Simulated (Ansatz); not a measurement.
**Molecular dynamics of Ba$_{3}$Ti$_{3}$HO$_{9}$ (part 3 of 3)**

Ba$_{3}$Ti$_{3}$HO$_{9}$ (slab, 16 atoms in the cell); DFT PBE, scalar-relativistic, plane waves, PAW, PAW set soft_1, spin-polarised (Ansatz 0.2.0); cutoff 420 eV, 2×2×1 k-mesh, Fermi–Dirac smearing of 0.05 eV, collinear spins. The structure derives from an entry of the Crystallography Open Database. The input holds or restrains some coordinates. It belongs to a series of runs on one base structure; here: dynamics from the start.

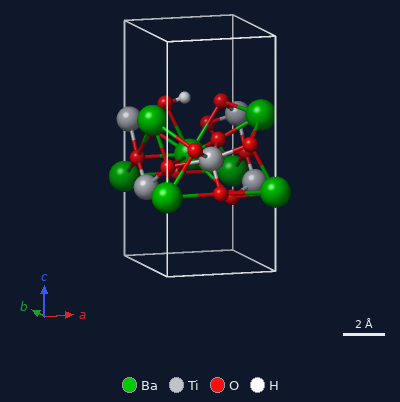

The geometry at step 48 of the log (ball-and-stick view of the cell of the calculation, with the vacuum cut short, seen slightly off an axis).

**Output, continued**
```
  k-point 2 ↑: bands = ["-56.5931", "-56.2651", "-56.0642", "-33.0714", "-32.9031", "-32.8641", "-32.8344", "-32.8200", "-32.6080", "-32.4213", "-32.3906", "-32.3776", "-26.2555", "-26.1064", "-25.9137", "-18.1900", "-17.9837", "-17.7466", "-16.8270", "-16.5809", "-16.3930", "-16.1987", "-15.9114", "-15.7954", "-11.6877", "-11.5112", "-11.4386", "-11.3174", "-11.2352", "-11.1505", "-11.0872", "-11.0619", "-10.8068", "-5.3994", "-4.7700", "-4.3783", "-4.1121", "-4.1014", "-3.7541", "-3.6179", "-3.3864", "-3.1734", "-2.9688", "-2.9095", "-2.7985", "-2.7094", "-2.6011", "-2.5652", "-2.4117", "-2.3058", "-2.0571", "-1.9834", "-1.6452", "-1.5279", "-1.4415", "-1.3894", "-1.3188", "-1.1357", "-0.9742", "-0.7228", "2.1328", "2.3019", "2.3460", "2.6387", "2.9508", "3.1623", "3.2676", "3.5626", "3.7029", "3.9364", "4.0762", "4.2380", "4.2799", "4.4734", "4.5251", "4.7333", "5.0565"]
  k-point 3 ↓: bands = ["-56.6816", "-56.5940", "-56.0667", "-33.2046", "-33.1504", "-33.0674", "-32.9950", "-32.8650", "-32.8353", "-32.6102", "-32.4234", "-32.3937", "-26.2615", "-26.1061", "-25.9274", "-18.2295", "-18.0049", "-17.7100", "-16.9562", "-16.5188", "-16.3637", "-16.1522", "-15.8689", "-15.7575", "-11.8283", "-11.4887", "-11.3879", "-11.3380", "-11.3186", "-11.1844", "-11.0782", "-11.0354", "-10.8111", "-5.4081", "-4.7720", "-4.3514", "-4.1934", "-3.7797", "-3.6822", "-3.5507", "-3.4469", "-3.2155", "-3.1269", "-2.9827", "-2.7975", "-2.6432", "-2.5782", "-2.4572", "-2.4120", "-2.2831", "-2.0628", "-2.0019", "-1.7835", "-1.6501", "-1.5704", "-1.4023", "-1.3236", "-1.2086", "-1.0204", "-0.7108", "0.8708", "1.9184", "2.1864", "2.5236", "2.9679", "3.0190", "3.1700", "3.6664", "3.6753", "3.7894", "3.9010", "4.0228", "4.3021", "4.4829", "4.6805", "4.7089", "4.7351"]
--- MD trajectory: 80 steps, t = 0.0 → 40.0 fs ---
  final state: T = 654.6 K   F+E_penalty+E_count = -30487.08972630 eV   E_kin = 1.099901 eV
  conserved energy: peak-to-peak 5.443e-3 eV (3.402e-4 eV/atom) over 40.0 fs
```

**Trajectory as extended XYZ (Å, eV, eV/Å), 6 of the 81 frames kept, from step=0 to step=80**
```
16
Lattice="5.6547 0.0000 0.0000 0.0000 6.9552 0.0000 0.0000 0.0000 17.0664" Properties=species:S:1:pos:R:3:forces:R:3 step=0 time_fs=0.0 energy=-30489.01680 temperature=1800.0
Ba    0.0000    0.0000    1.0000   -0.5129   0.3459  -1.0231
Ti    2.7059    0.8208    2.6950   -0.0042  -0.0043   0.0294
O     4.3446   -0.0380    3.3755   -0.0331   0.0358  -0.0229
O     2.8274    0.0804    1.0291    0.0627  -0.3076   0.8597
O     1.3444   -0.0507    3.5949    0.0021   0.0036   0.0136
Ba   -0.1332    2.2161    4.5148    0.0104  -0.0180   0.0104
Ti    0.0000    3.3698    1.0000    0.4833   0.0240   0.1319
O     1.0764    2.1503    1.8027    0.0025  -0.0408   0.0077
O     3.2618    2.3458    3.5194    0.0033  -0.0101   0.0027
O     4.1743    2.7727    0.4467   -0.0530  -0.0311  -0.0192
Ba    2.7371    4.4477    2.4075    0.0371   0.0025   0.0107
Ti    5.4730    5.5528    4.0615    0.0163  -0.0354  -0.0217
O     1.2653    4.4861    4.9130    0.0343  -0.0116   0.0044
O    -0.1688    4.6529    2.3524   -0.0088   0.0370   0.0316
O     4.2491    4.6731    4.9079    0.0053   0.0122   0.0121
H     2.2029    4.6780    5.1388   -0.0453  -0.0021  -0.0274
16
Lattice="5.6547 0.0000 0.0000 0.0000 6.9552 0.0000 0.0000 0.0000 17.0664" Properties=species:S:1:pos:R:3:forces:R:3 step=16 time_fs=8.0 energy=-30488.09048 temperature=1251.8
Ba    0.0000    0.0000    1.0000   -0.7322   0.1607  -1.1799
Ti    2.6485    0.8560    2.6992    2.1067   0.8443  -1.4238
O     4.3991   -0.0740    3.4247   -1.4455   1.5232  -0.6514
O     2.8274    0.0804    1.0291   -0.0588   0.2317   1.6772
O     1.3765   -0.0870    3.4546   -0.3956  -0.3773   1.1413
Ba   -0.0947    2.2337    4.5215   -0.2050   0.1264   0.0489
Ti    0.0000    3.3698    1.0000    1.3574   0.2389   0.1153
O     0.9043    2.1125    1.9299    1.2436  -0.3321   0.3069
O     3.3654    2.4655    3.4723   -0.7158  -1.8583  -0.0494
O     4.2337    2.7356    0.4516   -1.5006  -0.3960  -0.6312
Ba    2.6853    4.4262    2.3995    0.3526   0.6478  -0.3593
Ti    5.4560    5.5913    4.0814    2.0993  -0.5705  -1.0003
O     1.2868    4.4555    4.9565   -4.3261   0.3511  -0.5827
O    -0.0994    4.6549    2.3058   -0.5109   0.7912   0.7687
O     4.3174    4.6974    4.8794   -1.4964  -1.3087   1.2080
H     2.1833    4.3414    5.0023    4.2272  -0.0726   0.6117
16
Lattice="5.6547 0.0000 0.0000 0.0000 6.9552 0.0000 0.0000 0.0000 17.0664" Properties=species:S:1:pos:R:3:forces:R:3 step=32 time_fs=16.0 energy=-30487.57883 temperature=944.6
Ba    0.0000    0.0000    1.0000   -0.8961   0.1361  -1.2620
Ti    2.6166    0.9009    2.6861    2.7251   0.5885  -1.9362
O     4.4025   -0.0569    3.4512   -1.4041   1.3836  -0.6107
O     2.8274    0.0804    1.0291   -0.1044   0.5897   1.8254
O     1.3941   -0.1373    3.3564   -0.5194  -0.5931   1.7368
Ba   -0.0571    2.2517    4.5286   -0.5185   0.1241   0.3627
Ti    0.0000    3.3698    1.0000    0.6852  -0.7750   0.5782
O     0.7770    2.0657    2.0655    1.5769   0.4450  -0.3942
O     3.4425    2.5182    3.4236   -1.1395  -2.3209  -0.0350
O     4.2431    2.6865    0.4348   -0.7850   0.1390  -0.4966
Ba    2.6349    4.4076    2.3901    0.7201   1.1069  -0.2658
Ti    5.4638    5.6225    4.0897    1.2955  -1.3452  -0.5560
O     1.3024    4.4217    4.9890   -1.5205   0.2757  -0.5579
O    -0.0492    4.6845    2.2858   -0.8241   0.6326   0.5965
O     4.3312    4.6763    4.8929   -0.7333  -0.6991   0.6367
H     2.2331    4.2330    5.0380    1.4420   0.3121   0.3780
16
Lattice="5.6547 0.0000 0.0000 0.0000 6.9552 0.0000 0.0000 0.0000 17.0664" Properties=species:S:1:pos:R:3:forces:R:3 step=48 time_fs=24.0 energy=-30487.34320 temperature=805.7
Ba    0.0000    0.0000    1.0000   -0.9589   0.2855  -1.1238
Ti    2.6181    0.9517    2.6497    1.8739  -0.9938  -0.9558
O     4.3559    0.0085    3.4560   -0.1813  -0.2342  -0.0329
O     2.8274    0.0804    1.0291   -0.0726   0.7252   1.4093
O     1.3945   -0.2068    3.3221    0.1006   0.1553   1.4876
Ba   -0.0218    2.2702    4.5374   -0.8136  -0.0828   0.8594
Ti    0.0000    3.3698    1.0000   -0.7586  -1.7357   1.2129
O     0.7097    2.0360    2.1840    1.6008   1.2536  -1.6403
O     3.4767    2.4852    3.3728   -1.2571  -1.5804  -0.2630
O     4.2248    2.6436    0.4001    0.7372   0.9493   0.0136
Ba    2.5877    4.3939    2.3796    1.1922   1.2555   0.2250
Ti    5.4875    5.6377    4.0902   -0.8902  -1.1942  -0.2066
O     1.3120    4.3897    5.0037    2.2165   0.7645   0.1805
O    -0.0306    4.7361    2.2874   -1.0188  -0.2523  -0.0264
O     4.3153    4.6289    4.9305    0.4962   0.5685  -0.4185
H     2.3413    4.4598    5.2363   -2.2664   0.1158  -0.7210
16
Lattice="5.6547 0.0000 0.0000 0.0000 6.9552 0.0000 0.0000 0.0000 17.0664" Properties=species:S:1:pos:R:3:forces:R:3 step=64 time_fs=32.0 energy=-30486.94260 temperature=568.1
Ba    0.0000    0.0000    1.0000   -0.9264   0.4669  -0.8897
Ti    2.6432    0.9894    2.6011    0.4274  -2.9610   0.1401
O     4.3008    0.0671    3.4581    0.7107  -1.3068   0.1915
O     2.8274    0.0804    1.0291    0.0740   0.4990   0.5363
O     1.3974   -0.2709    3.3450    0.3749   0.8631   1.0529
Ba    0.0099    2.2884    4.5500   -1.0576  -0.2333   1.0628
Ti    0.0000    3.3698    1.0000   -1.2039  -1.7345   1.5539
O     0.7038    2.0521    2.2412    1.4850   1.2918  -2.2752
O     3.4649    2.3958    3.3136   -0.5428   0.5917   0.0389
O     4.2309    2.6350    0.3647    1.1176   1.0928   0.1986
Ba    2.5460    4.3858    2.3700    1.5865   1.3543   0.5869
Ti    5.5003    5.6377    4.0879   -1.9384  -0.6229  -0.2763
O     1.3325    4.3781    5.0069    2.1604   2.4574   0.5217
O    -0.0507    4.7785    2.2886   -1.0445  -0.9635  -0.4586
O     4.3190    4.6010    4.9528    0.9926   0.9600  -0.8391
H     2.2279    4.8762    5.3165   -2.2155  -1.7552  -1.1444
16
Lattice="5.6547 0.0000 0.0000 0.0000 6.9552 0.0000 0.0000 0.0000 17.0664" Properties=species:S:1:pos:R:3:forces:R:3 step=80 time_fs=40.0 energy=-30487.08973 temperature=654.6
Ba    0.0000    0.0000    1.0000   -0.8310   0.5502  -0.7385
Ti    2.6734    0.9892    2.5540   -1.2554  -4.3083   1.1334
O     4.2718    0.0780    3.4666    1.0967  -1.4870   0.1335
O     2.8274    0.0804    1.0291    0.3094  -0.0358  -0.5948
O     1.4142   -0.3028    3.4079    0.3660   1.2690   0.4163
Ba    0.0369    2.3056    4.5671   -1.0430  -0.3617   0.6837
Ti    0.0000    3.3698    1.0000   -0.3712  -0.7993   1.5266
O     0.7546    2.1156    2.2144    1.2203   0.5418  -1.7973
O     3.4347    2.3308    3.2580    0.7441   2.8540   0.8145
O     4.2755    2.6659    0.3352    0.0915   0.3977  -0.1800
Ba    2.5113    4.3838    2.3630    1.7373   1.3872   0.5966
Ti    5.4886    5.6298    4.0818   -1.5216   0.2243  -0.7860
O     1.3481    4.4109    5.0001    1.1270   1.9726   0.0155
O    -0.1102    4.7863    2.2738   -0.8427  -0.8853  -0.3574
O     4.3607    4.6066    4.9436    0.3544   0.2337  -0.3744
H     2.1448    5.0230    5.2084   -1.1818  -1.5530  -0.4917
```

This output came from the following input.

**The input**
```yaml
crystal:
  lattice:
    - [5.654733, 0.0, 0.0]
    - [0.0, 6.95518, 0.0]
    - [0.0, 0.0, 17.066424]
  atoms:
    - { symbol: Ba, position: [0.0, 0.0, 0.0585946] }
    - { symbol: Ti, position: [0.47851759, 0.11801577, 0.15791295] }
    - { symbol: O, position: [0.76831477, -0.00545683, 0.19778722] }
    - { symbol: O, position: [0.5, 0.0115667, 0.0602971] }
    - { symbol: O, position: [0.23774221, -0.0072898, 0.21064014] }
    - { symbol: Ba, position: [-0.02355433, 0.31862864, 0.26454294] }
    - { symbol: Ti, position: [0.0, 0.4845, 0.0585946], spin: -0.24 }
    - { symbol: O, position: [0.1903588, 0.30916125, 0.10562724] }
    - { symbol: O, position: [0.57683217, 0.33726916, 0.20621536] }
    - { symbol: O, position: [0.73819304, 0.39865634, 0.02617681] }
    - { symbol: Ba, position: [0.48404485, 0.63947533, 0.14106361] }
    - { symbol: Ti, position: [0.96786065, 0.79837371, 0.23797966] }
    - { symbol: O, position: [0.22376556, 0.64499579, 0.28787375] }
    - { symbol: O, position: [-0.02985506, 0.66897872, 0.13783594] }
    - { symbol: O, position: [0.75141687, 0.67188491, 0.28757775] }
    - { symbol: H, position: [0.38956899, 0.67258572, 0.3011059] }
magnetization:
  spin_polarized: true
basis:
  ecutwfc: 420.0
kpoints:
  mp_grid: { grid: [2, 2, 1] }
hamiltonian:
  xc: pbe
  pseudopotentials: { kind: paw, azcp: { folder: soft_1 } }
scf:
  occupations: { method: fermi_dirac, width: 0.05 }
  lower_state_search: "off"
md:
  timestep: 0.5
  n_steps: 80
  ensemble: nve
  temperature: 1800.0
  initial_velocities: maxwell_boltzmann
  seed: 948160
  constraints: [{ sites: [0, 3, 6] }]
```

Run as:
```bash
ansatz run input.yaml --threads 2 --pin off --max-ram 5120MiB --backend cpu --events-out ev --progress --plain --runs-dir out
```

**Key numbers**

```tsv
quantity	value
outcome	finished
mean temperature over the second half	697 K
trajectory	80 steps, 40 fs
ensemble	nve
temperature in the input	1800.0 K
time step	0.5 fs
electrons treated	121
potential energy (free energy of the electrons) (last step)	−30487.0897 eV
Fermi energy (last step)	1.404 eV
net moment of the cell (last step)	−1.00 μB
integrated absolute moment (last step)	1.11 μB
largest force (length of the vector) (last step), held atoms and coordinates included	4.628 eV/Å
hardware	2 threads of Arm Neoverse V2, 24 GiB of memory available, shared host
wall time	16 min (CPU time 31 min)
peak memory	1.2 GiB
```

**Remarks**

The electronic state found may not be the lowest one. The k-point mesh is coarse for a cell of this size, so the results may not be converged. So short a trajectory is not equilibrated.
